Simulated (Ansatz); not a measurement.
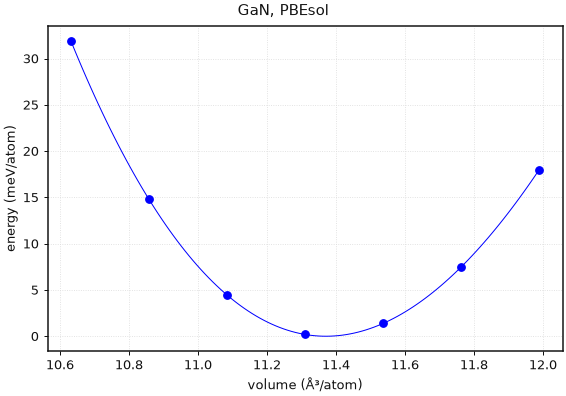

The plot gives the computed energy against volume for GaN, space group P6_3mc (No. 186).

Structure:
```yaml
crystal:
  lattice:
    - [3.18000, 0.00000, 0.00000]
    - [-1.59000, 2.75396, 0.00000]
    - [0.00000, 0.00000, 5.16600]
  atoms:
    - { symbol: Ga, position: [0.66667, 0.33333, 0.50000] }
    - { symbol: Ga, position: [0.33333, 0.66667, 0.00000] }
    - { symbol: N, position: [0.66667, 0.33333, 0.87500] }
    - { symbol: N, position: [0.33333, 0.66667, 0.37500] }
```

Computed with Ansatz 0.2.0: all-electron LAPW DFT, no spin polarisation; energies at scaled volumes of the given cell, shape and fractions fixed, counted from the fit's minimum, third-order Birch-Murnaghan fit. Level: PBEsol.

- k mesh: 10×10×5
- occupations: Fermi–Dirac
- smearing width: 0.05 eV
- potentials: all electron LAPW, scalar relativistic
- program settings: basis error eV/atom 0.001

From this curve and the settings, what does the calculation give for the pressure at the same points?

The pressure falls from 14.69 GPa at volume 10.63 Å³/atom to −8.88 GPa at 11.99 Å³/atom, and changes sign near 11.37 Å³/atom.

```json
{"volume (Å³/atom)": "10.63", "pressure (GPa)": "14.69"}
{"volume (Å³/atom)": "10.86", "pressure (GPa)": "9.64"}
{"volume (Å³/atom)": "11.08", "pressure (GPa)": "5.10"}
{"volume (Å³/atom)": "11.31", "pressure (GPa)": "1.02"}
{"volume (Å³/atom)": "11.54", "pressure (GPa)": "-2.64"}
{"volume (Å³/atom)": "11.76", "pressure (GPa)": "-5.93"}
{"volume (Å³/atom)": "11.99", "pressure (GPa)": "-8.88"}
```

Note: shape and atomic fractions are frozen while scaling, which makes layered, chain and framework solids too stiff.
